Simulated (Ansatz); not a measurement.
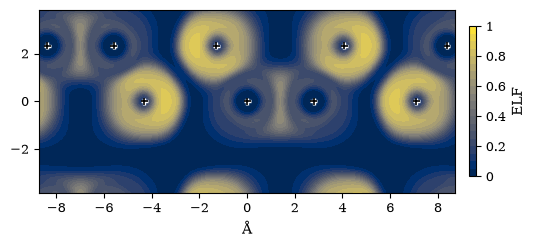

The electron localisation function on a plane through atoms (crosses mark nuclei in the plane).

These are results of DFT PBEsol, scalar-relativistic, plane waves, PAW (Ansatz), not measurements.

Candidates:
A. WS₂, a = 3.15 Å, b = 3.15 Å, c = 12.69 Å, α = 90.00°, β = 90.00°, γ = 120.00°. Space group P6₃/mmc.
B. InSe, a = 4.03 Å, b = 4.03 Å, c = 16.76 Å, α = 90.00°, β = 90.00°, γ = 120.00°. Space group P6₃/mmc.

Which candidate gave the map?

Answer. Candidate B: InSe on the (110) plane of the conventional cell, which holds In and Se. In–Se (2.66 Å): the ELF is about 0.50 at the midpoint. In–In (2.79 Å): the ELF reaches about 0.55 near the midpoint.
